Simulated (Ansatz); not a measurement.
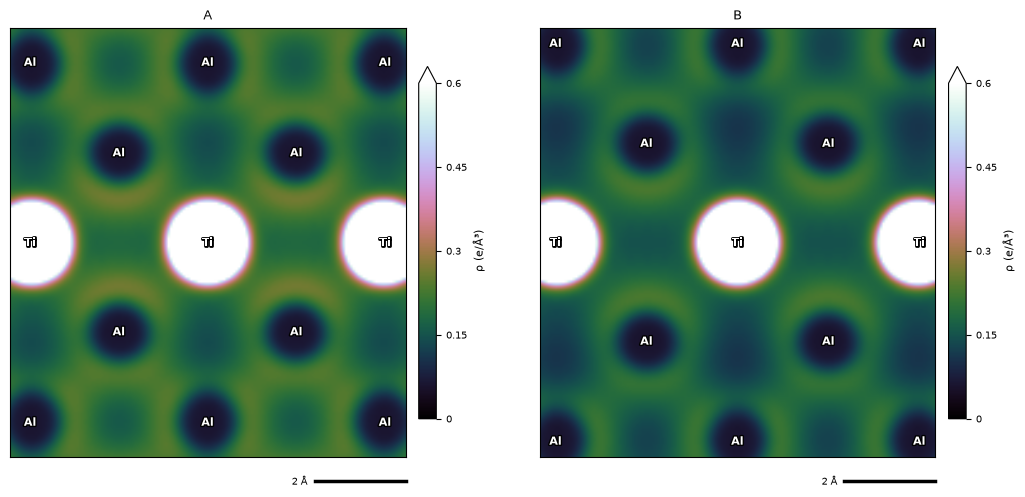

Ti3Al5. The valence electron density of two cells that differ in size and shape, on the (010) plane of each (indices in the axes of the calculation cell), at one length scale and on one colour scale; one has 15.0 and the other 17.4 Å³ an atom.

Space group P4/mmm; a structure from a database of computed crystals, not necessarily the ambient phase; computed without spin polarisation.

Computed with DFT r2SCAN, scalar-relativistic, plane waves, PAW in Ansatz.

In a PAW calculation such maps are meaningful between the atoms, not at the nuclei.

The larger cell:

```
Ti Al
1.0
     3.99574    0.00000    0.00000
     0.00000    3.99574    0.00000
     0.00000    0.00000    8.74118
Ti Al
3 5
Direct
  0.00000 0.00000 0.50000
  0.50000 0.50000 0.00000
  0.50000 0.50000 0.50000
  0.00000 0.50000 0.25133
  0.00000 0.50000 0.74867
  0.50000 0.00000 0.25133
  0.50000 0.00000 0.74867
  0.00000 0.00000 0.00000
```

The smaller cell: a = 3.898 Å, b = 3.898 Å, c = 7.909 Å, α = 90.00°, β = 90.00°, γ = 90.00°.

**Which panel shows the smaller cell, and what does the compression change?**

Panel A is the smaller cell, by 14 % in volume. From the larger cell to the smaller, Ti–Al goes from 2.95 to 2.77 Å, and the density at its midpoint from 0.19 to 0.23 e/Å³; the pressure goes from −9 to 7 GPa.
